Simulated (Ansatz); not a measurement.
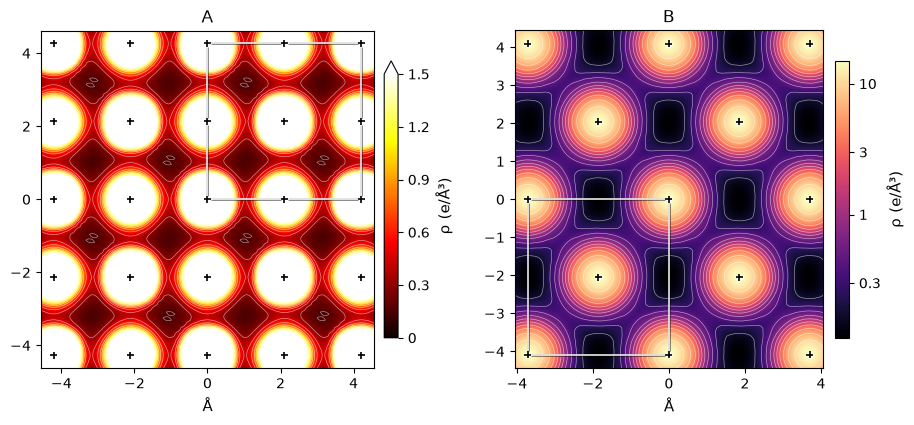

The valence pseudo-density of 2 systems, each on a plane through atoms (crosses mark nuclei in the plane).

Method: DFT PBEsol, scalar-relativistic, plane waves, PAW (Ansatz).

System 1: CoO, the (11̄0) plane of the conventional cell. Space group I4/mmm; computed pressure about −9 GPa in this cell; spin-polarised.

System 2: Au, the (001) plane of the conventional cell. Space group Fmmm; changed on purpose from its base cell (strain +0.0937 x Voigt [1, -1, 0, 0, 0, 0], atoms carried along); computed without spin polarisation.

```
CELL_PARAMETERS angstrom
0.00000 -3.70767 0.00000
0.00000 0.00000 4.09100
-4.47433 0.00000 0.00000
ATOMIC_POSITIONS crystal
Au 0.50000 0.00000 0.50000
Au 0.00000 0.00000 0.00000
Au 0.50000 0.50000 0.00000
Au 0.00000 0.50000 0.50000
```

Match each panel to its system.

Answer. Panel A is system 1, CoO: the plane holds Co and O. Co–O (2.11 Å): ρ is about 0.44 e/Å³ halfway. Panel B is system 2, Au: the plane holds Au. Au–Au (2.76 Å): the density is about 0.36 e/Å³ at the midpoint.
